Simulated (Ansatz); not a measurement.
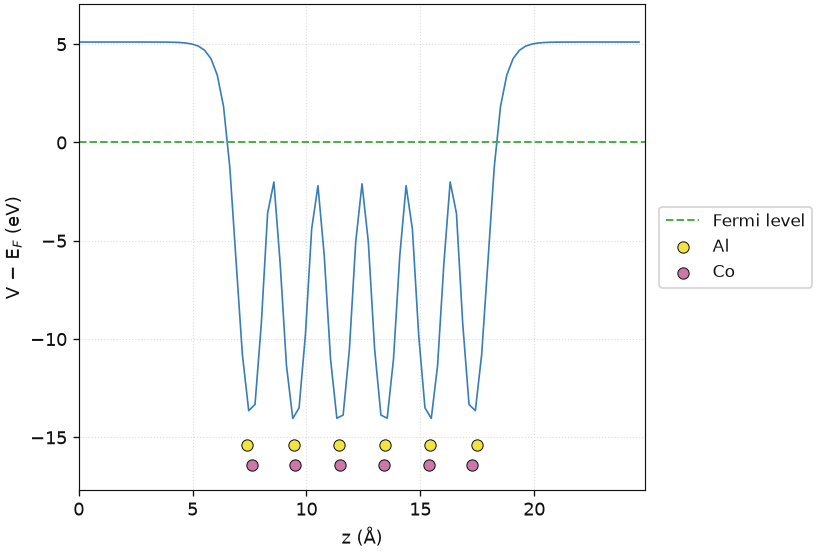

Plane-averaged electrostatic potential energy of an electron across the slab; circles at the bottom mark the heights of the atoms (positions after relaxation).

Structure: a (110) slab cut from AlCo (Pm-3m), ended by AlCo planes, 12 atoms in the cell; a = 2.79 Å, b = 3.95 Å, c = 24.88 Å, α = 90.00°, β = 90.00°, γ = 90.00°.

Method: DFT LDA, scalar-relativistic, plane waves, PAW, no spin polarisation, 12×9×1 k mesh, 420 eV cutoff, Gaussian smearing of 0.1 eV (Ansatz 0.2.0).

> Read off the work function of each face.

The work function is 5.10 eV, the same on both faces. The two vacuum levels agree, so the slab has no net dipole along its normal.

> How thick are slab and vacuum?

The outermost atoms are 10.1 Å apart, which leaves 14.8 Å of vacuum in a cell 24.9 Å high.

The run has no spin polarisation, so a magnetic state may lie lower.
